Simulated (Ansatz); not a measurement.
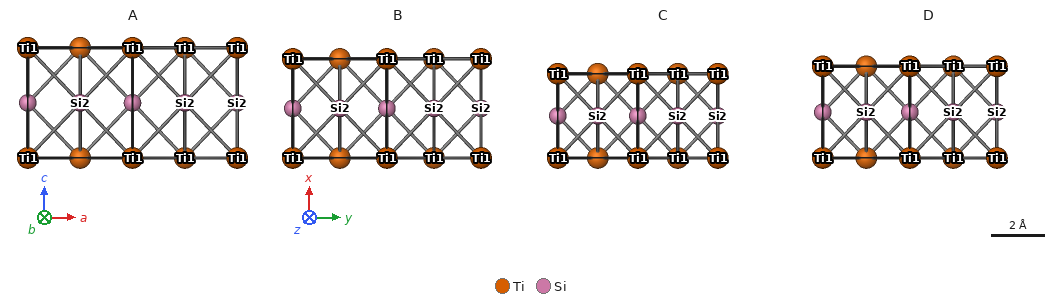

Energy scan for crystalline TiSi (Cmmm), in which the cell is strained equally along x and y, with the atoms kept at their fractional coordinates. x, y and z are the Cartesian axes of the input. The picture is a ball-and-stick view of the conventional cell (2 times the calculation's cell), repeated 2 × 2 × 1 with one cell outlined, seen along the b axis. Lengths and directions refer to the drawn axes.

Method: DFT PBEsol, scalar-relativistic, plane waves, PAW (Ansatz). Settings: plane-wave cutoff 420 eV; k-point mesh 16 × 22 × 22; occupations gaussian; smearing width 0.15 eV; no spin polarisation. Energies (free energies at the smearing named) are counted from the relaxed crystal.

Order these geometries by energy, lowest first.

Answer. Lowest first: B (the strain 0.00, 0 meV/atom), D (the strain −0.075, 231 meV/atom), A (the strain 0.1125, 292 meV/atom), C (the strain −0.15, 1169 meV/atom). Over the whole scan: of the computed points the lowest is at the strain 0.00, 0 meV/atom. At the ends of the scan the energy is 1169 meV/atom (−0.15) and 292 meV/atom (0.1125). The distortion keeps the space group Cmmm. At the strain −0.15 the cell of the drawing goes a 3.606 → 3.065 Å, c 3.793 → 3.224 Å.
